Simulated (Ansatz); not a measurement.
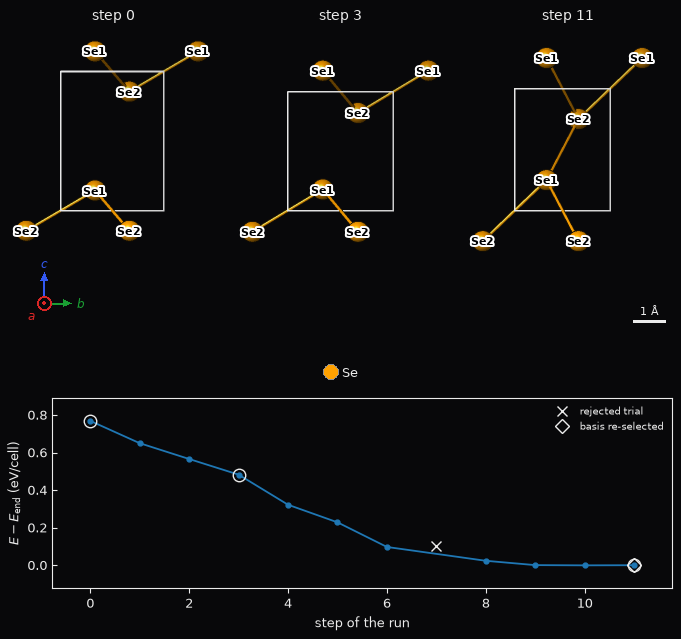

Frames of a relaxation of a crystal of Se (a generated structure, set up in P-3m1) (coarse preliminary run), marked on the history of the run. Style: ball-and-stick. Shown: the cell of the calculation, along the a axis.

Level of theory: DFT PBE+D3(BJ), scalar-relativistic, plane waves, PAW in Ansatz 0.2.0. Set-up: plane-wave cutoff 420 eV; k-point mesh 6 × 6 × 4; occupations gaussian; smearing width 0.1 eV; no spin polarisation; cell and atoms relaxed; force threshold 0.04 eV/Å; at most 70 steps.

**Describe the path.**

The largest moves relative to the cell, 0.41 Å, are those of Se1 and Se2. Se1 goes along +c. Cell: a = b 3.791 → 3.520 Å (−7.2 %), c 4.434 → 3.891 Å (−12.2 %). Volume −24.4 %. Some distances before and after: Se1–Se2 3.836 → 2.813 Å, Se1–Se2 (another image) 2.538 → 2.813 Å. New bonds form: Se1–Se2 (3.84 → 2.81 Å). Among the angles between lasting bonds that change: Se2–Se1–Se2 96.7° → 77.4°. The space group (tolerance 0.01 Å) goes from P-3m1 (No. 164) to P6_3/mmc (No. 194). After 9 accepted moves (11 points after the start) the energy has fallen by 0.768 eV per cell of the calculation. Largest force component: 0.54 eV/Å at the start, 0.00015 eV/Å at the end. The pressure goes from 1.75 to 0.05 GPa. The line search rejected the trial step at point 7 of the run. At 1 point the geometry stayed and the basis and grid were re-selected for the new cell (energy shift of 0.8 meV per cell of the calculation at most each time). The run took 41 s on 1 thread of Intel(R) Xeon(R) Processor @ 2.50GHz (Skylake/Cascade Lake), with other jobs on the host, peak memory 0.35 GiB. From step 0 to 3: Se atoms move most (0.13 Å), volume −10.5 %, energy −0.286 eV per cell of the calculation. From step 3 to 11: Se atoms move most (0.28 Å), volume −15.5 %, energy −0.482 eV per cell of the calculation.
